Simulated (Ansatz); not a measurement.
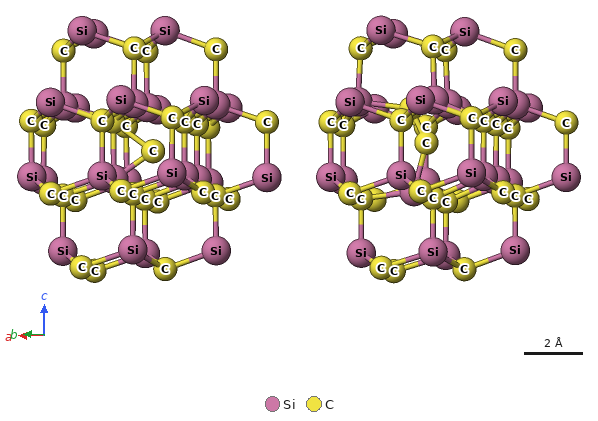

Two geometries of a defect cell of composition Si₄₈C₄₉ (cell charge +1), drawn at one scale. One is the start of a relaxation, the other its converged end. A ball-and-stick model of the atoms within 5.0 Å of the atom that moves most (axes of the cell of the calculation (origin shifted)), seen from a free direction.

All numbers below come from DFT, PBEsol, PAW, plane waves (Ansatz 0.2.0). Settings: plane-wave cutoff 420 eV; k-point mesh 1 × 1 × 1; mesh shifted by (0.25, 0.25, 0.25); collinear spin; atoms relaxed in a fixed cell; force threshold 0.03 eV/Å; at most 80 steps.

Question: Which one is relaxed?

Answer: The right one is the relaxed one. Over 9 geometry steps the energy falls by 4.119 eV per cell of the calculation. The largest force component goes from 4.5 to 0.03 eV/Å. The atom that moves furthest is a C atom (0.94 Å roughly along [2 1 1]). By element the largest moves are C 0.94 Å, Si 0.43 Å. The lattice vectors keep their values. Among the contacts that change: C–Si 1.984 → 2.875 Å, C–Si 2.208 → 2.949 Å, Si–Si 3.084 → 3.673 Å, Si–Si 3.096 → 3.627 Å. Bond angles that change, for instance: Si–C–C 71.6° → 141.4°, C–Si–C 162.6° → 111.7°, Si–C–C 161.1° → 121.4°.

Limits of the set-up: the cell is charged, on a uniform background, and energies carry no finite-size correction.
